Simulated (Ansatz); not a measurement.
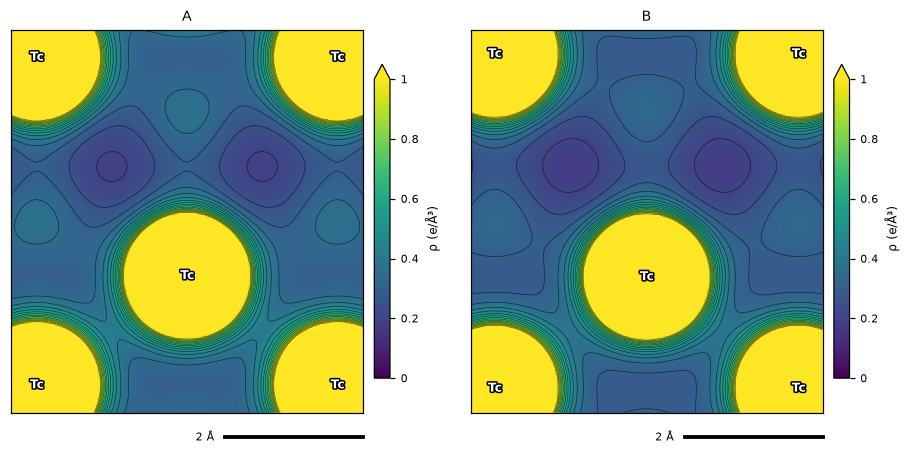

Tc. The valence pseudo-density of two cells that differ in size and shape, on the (110) plane of each (indices in the axes of the calculation cell), at one length scale and on one colour scale; one has 14.2 and the other 14.9 Å³ an atom.

Method: Ansatz, DFT, LDA, PAW with Ansatz's default frozen-core files, scalar-relativistic.

In a PAW calculation such maps are meaningful between the atoms, not at the nuclei.

**Which panel shows the smaller cell, and what does the compression change?**

Panel A is the smaller cell, by 5 % in volume. From the larger cell to the smaller, Tc–Tc goes from 2.73 to 2.69 Å, and the density at its midpoint from 0.39 to 0.41 e/Å³; the pressure goes from −22 to −9 GPa.
